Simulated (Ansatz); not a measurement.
A series of calculations on ZnO

**1. Vibrations**

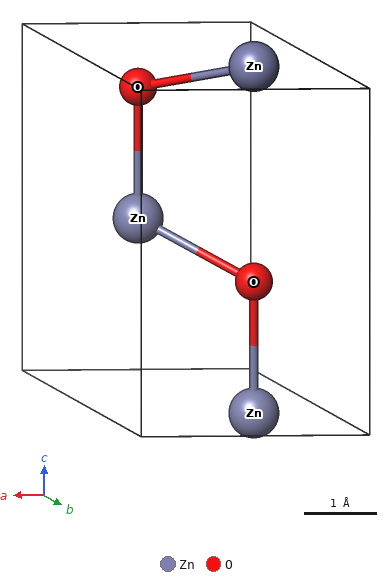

Lattice vibrations of a crystal of ZnO relaxed at 15 GPa, space group P6₃mc (No. 186), at the zone centre. Style: ball-and-stick. Shown: the cell of the calculation, from a free direction.

Method: DFT PBE, scalar-relativistic, plane waves, PAW (Ansatz 0.2.0). Settings: plane-wave cutoff 420 eV; k-point mesh 12 × 12 × 6; occupations fixed; target pressure 15 GPa; no spin polarisation.

Frequencies are those without the non-analytic (LO–TO) term.

### List the optical modes.

The calculation's cell holds 4 atoms, so there are 9 optical modes, in 6 levels. The optical modes span 2E₂ + 2B₁ + A₁ + E₁. No level is unstable.

```tsv
level	symmetry	frequency (cm⁻¹)	activity
1	E₂	73	Raman-active
2	B₁	265	silent
3	A₁	417	infrared- and Raman-active
4	E₁	437	infrared- and Raman-active
5	E₂	472	Raman-active
6	B₁	577	silent
```

The displacement patterns (one member of each degenerate set):

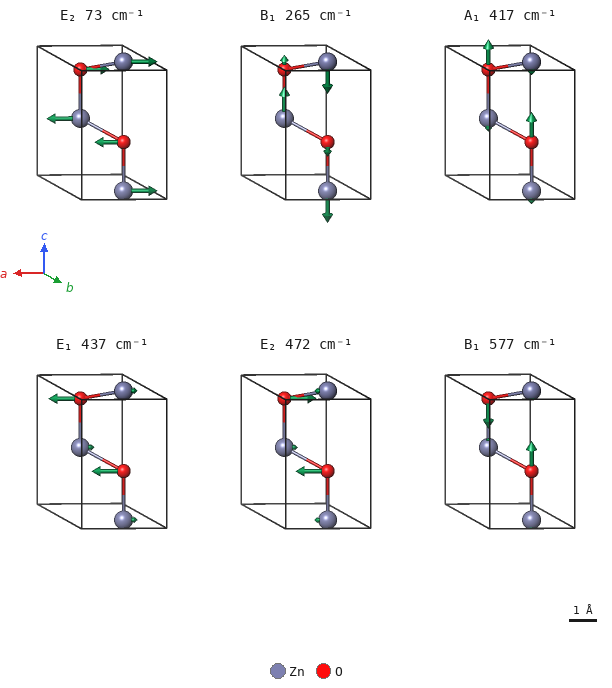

**2. One mode**

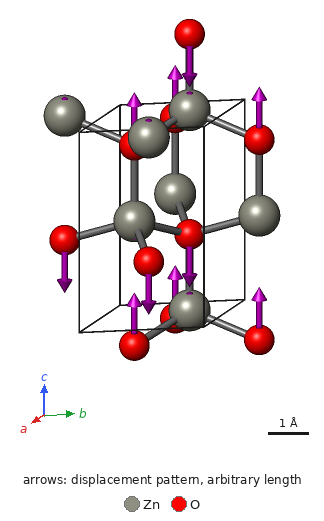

One vibrational mode of a crystal of ZnO relaxed at 3 GPa at the zone centre. The purple arrows give the relative displacements of the atoms. The picture is a ball-and-stick view of the cell of the calculation, seen slightly off an axis.

All numbers below come from DFT PBE, scalar-relativistic, plane waves, PAW (Ansatz).

Input file:
```yaml
crystal:
  lattice:
    - [3.2554265817, 0.0, 0.0]
    - [-1.6277132908, 2.8192821199, 0.0]
    - [0.0, 0.0, 5.2545567061]
  atoms:
    - { symbol: Zn, position: [0.3333333333, 0.6666666667, 0.0015163287] }
    - { symbol: Zn, position: [0.6666666667, 0.3333333333, 0.5015163287] }
    - { symbol: O, position: [0.3333333333, 0.6666666667, 0.3805836713] }
    - { symbol: O, position: [0.6666666667, 0.3333333333, 0.8805836713] }
basis:
  ecutwfc: 420
kpoints:
  mp_grid: { grid: [12, 12, 6] }
hamiltonian:
  xc: pbe
scf:
  occupations: { method: fixed }
output:
  eigenvalues: true
phonons:
  method: dfpt
  dielectric: true
  rigid_motions: translations
  eigenvectors: true
```

Run as
```bash
ansatz run input.yaml --threads 1 --pin off --max-ram 3072MiB --backend cpu --events-out ev --progress --plain --runs-dir out
```

Frequencies are those without the non-analytic (LO–TO) term.

What mode is this, and where does it lie in the spectrum?

This is the B₁ mode at 15.7 THz, the highest optical level, silent by symmetry (neither infrared- nor Raman-active). All motion is along c; atoms of one kind move against one another, with no net shift of any sublattice; it stretches the shortest O–Zn bonds (1.99 Å); the kinetic energy is shared as O 98 %, Zn 2 %.

**3. One mode**

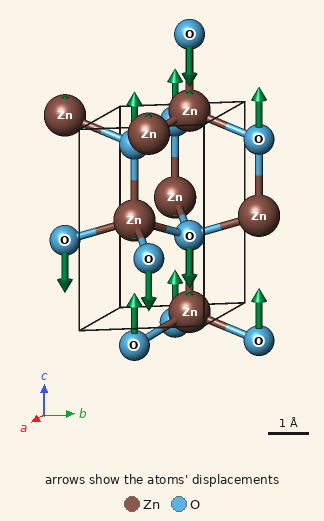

One vibrational mode of solid ZnO relaxed at 8 GPa at the zone centre. The green arrows give the relative displacements of the atoms. Style: ball-and-stick. Shown: the cell of the calculation, slightly off an axis.

Computed with Ansatz 0.2.0, DFT PBE, scalar-relativistic, plane waves, PAW. Settings: plane-wave cutoff 420 eV; k-point mesh 12 × 12 × 6; occupations fixed; target pressure 8 GPa; no spin polarisation.

Frequencies are those without the non-analytic (LO–TO) term.

> Describe the mode and give its frequency.

This is the B₁ mode at 547 cm⁻¹, the highest optical level, silent by symmetry (neither infrared- nor Raman-active). All motion is along c; atoms of one kind move against one another, with no net shift of any sublattice; it stretches the shortest O–Zn bonds (1.97 Å); the kinetic energy is shared as O 98 %, Zn 2 %.
